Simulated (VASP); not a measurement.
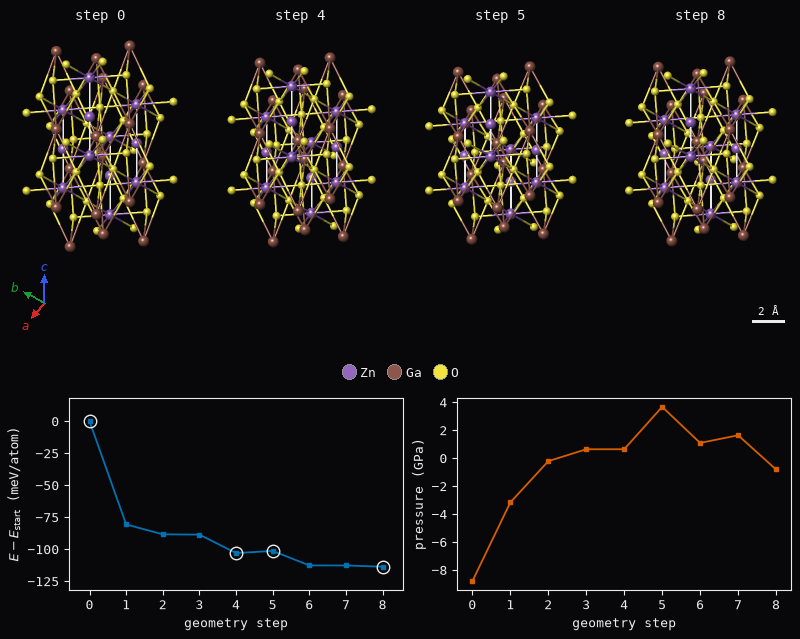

Frames of a relaxation of solid Zn2Ga2O3 (a generated structure, set up in P6/mmm), marked on the history of the run. Style: ball-and-stick. Shown: the cell of the calculation, from a free direction.

The run lets cell and atoms move.

Method: Kohn-Sham DFT of a periodic cell, PBE, VASP PAW PBE potentials, recommended (VASP).

The input:
```
PREC = Normal ; ENCUT = 520
EDIFF = 1E-4 ; ISMEAR = 0
SIGMA = 0.15 ; LREAL = False
LASPH = True ; NELM = 60
ALGO = Fast ; ISIF = 3
LWAVE = False ; LCHARG = False
GGA = PE ; IBRION = 2
NSW = 24 ; EDIFFG = -0.08
```

Launched with:
```bash
cat potpaw_PBE.64/Zn/POTCAR potpaw_PBE.64/Ga_d/POTCAR potpaw_PBE.64/O/POTCAR > POTCAR
mpirun -np 1 vasp_std > vasp.out
```

**What happens along the run?**

After 8 geometry steps the energy has fallen by 114 meV per atom. All forces vanish by symmetry, so only the cell relaxes. Pressure: −8.80 GPa at the start and −0.80 GPa at the end. The atoms keep their places relative to the cell (all moves are under 0.005 Å). Cell: a = b 4.776 → 4.658 Å (−2.5 %), c 5.642 → 4.898 Å (−13.2 %). Volume −17.4 %. Some distances before and after: Ga–O 3.140 → 2.794 Å, O–Zn 2.388 → 2.329 Å. The space group stays P6/mmm (No. 191). The volume changes by over a tenth within one run on a fixed set of plane waves, so the end point should be relaxed again from the new cell. From step 0 to 4: volume −17.7 %, energy −103 meV per atom. From step 4 to 5: volume −4.5 %, energy +1.7 meV per atom. From step 5 to 8: volume +5.1 %, energy −12.4 meV per atom.

Limits of the set-up: layers or molecules are held without a dispersion correction, so their spacing is unreliable.
